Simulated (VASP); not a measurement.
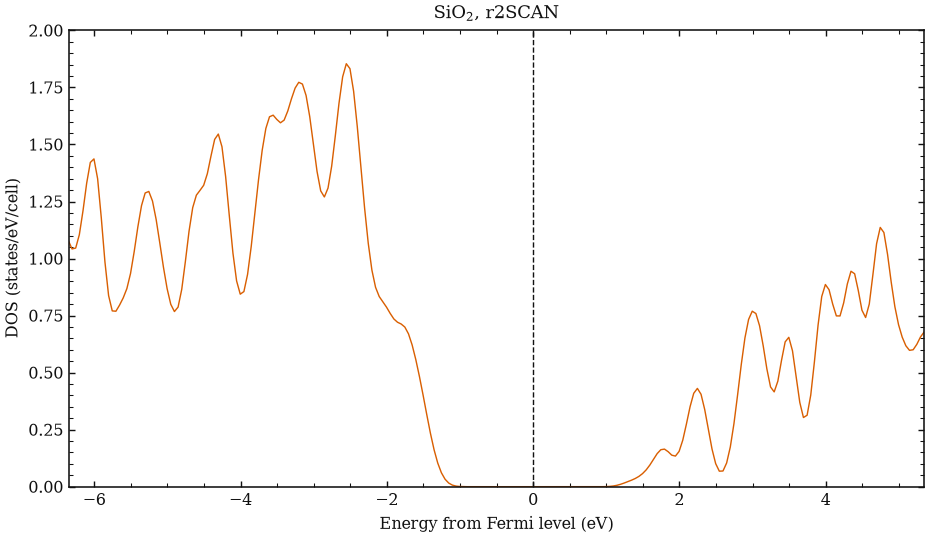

Density of states. Energies are counted from the Fermi level, put mid-gap where there is a gap. The curve is built from the levels of the k mesh with Gaussians 0.3 eV wide, which also blur the band edges.

The VASP input:

INCAR:
```
ENCUT = 520.000000
SIGMA = 0.010000
EDIFF = 1.00e-07
ALGO = Normal
METAGGA = R2SCAN
PREC = Accurate
IBRION = -1
ISIF = 2
ISMEAR = 0
NBANDS = 15
NELM = 120
NSW = 0
LASPH = .TRUE.
LCHARG = .FALSE.
LWAVE = .FALSE.
LREAL = .FALSE.
```

KPOINTS:
```
KPOINTS created by Atomic Simulation Environment
0
Gamma
10 10 10
0 0 0
```

POSCAR:
```
Si O
 1.0000000000000000
    -0.0000000000000000    2.2641691162216273    2.2641691162216273
     2.2641691162216273   -0.0000000000000000    2.2641691162216273
     2.2641691162216273    2.2641691162216273   -0.0000000000000000
 Si  O
   1   2
Cartesian
 -0.0000000000000000  0.0000000000000000 -0.0000000000000000
  1.1320845581108139  1.1320845581108139  1.1320845581108139
  3.3962536743324403  3.3962536743324403  3.3962536743324403
```

Run as:
```bash
mpirun -np 1 vasp_std
```

System: SiO₂, space group Fm-3m, 3 atoms in the cell, fluorite type.

Method: DFT, r2SCAN, plane waves, PAW, 10×10×10 k mesh, 520 eV cutoff (VASP 6.6.1).

Metal or insulator, going by the density of states?

There is a gap; over the k points computed it is 2.68 eV (direct among those points).
